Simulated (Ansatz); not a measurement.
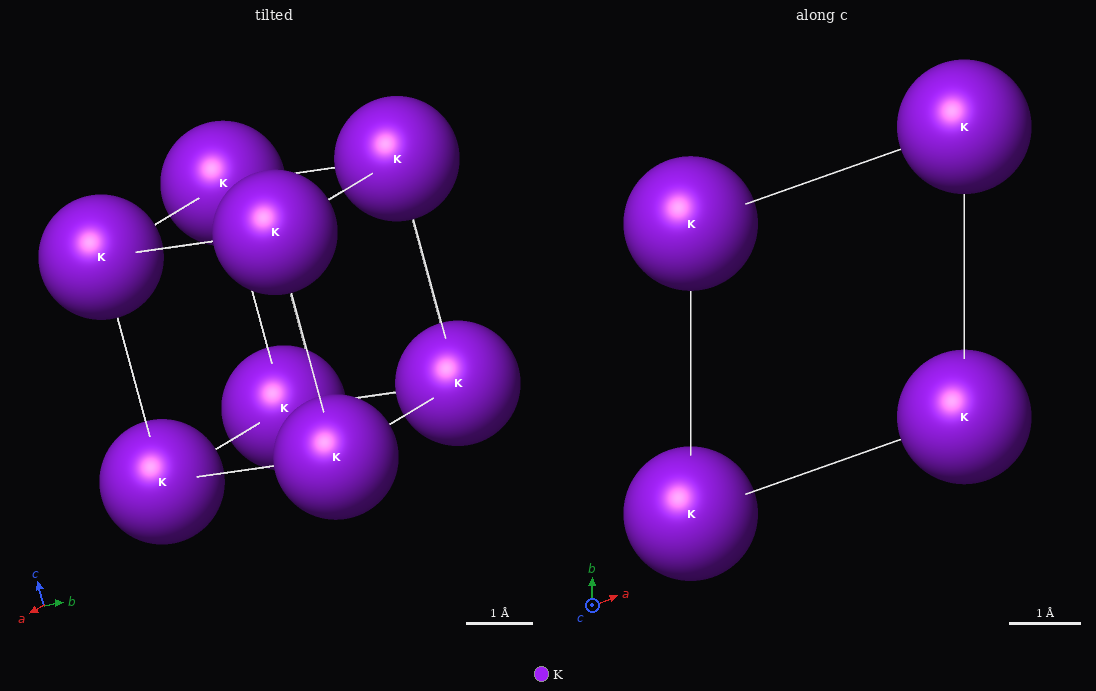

View slightly off an axis and along the c axis, drawn as a spheres-only model. Lines trace the edges of the simulation cell.

The calculation's input:
```yaml
crystal:
  lattice:
    - [0.0, 3.3757741099, 3.3757741099]
    - [3.3757741099, 0.0, 3.3757741099]
    - [3.3757741099, 3.3757741099, 0.0]
  atoms:
    - { symbol: K, position: [0.0, 0.0, 0.0] }
basis:
  ecutwfc: 500
  ecutrho_ratio: 4
kpoints:
  mp_grid: { grid: [12, 12, 12] }
hamiltonian:
  xc: r2scan
scf:
  occupations: { method: gaussian, width: 0.05 }
output:
  forces: true
  stress: true
  eigenvalues: true
```

Results below were computed with DFT r2SCAN, scalar-relativistic, plane waves, PAW (Ansatz); the settings were a cutoff energy of 500 eV, a 12×12×12 grid in reciprocal space, Gaussian smearing of 0.05 eV, no spin polarisation.

Question: Does it come out as a metal, or with a gap?

Answer: A metal: bands cross the Fermi level.

Question: Would the cell expand or shrink if it could?

Answer: The computed pressure is 0.0 GPa, close to zero.

Starting structure: a structure type filled with this element by a generator (whether the element takes this form wasn't checked). The cell was then strained or its atoms displaced on purpose. It was run through Ansatz as a DFT input.
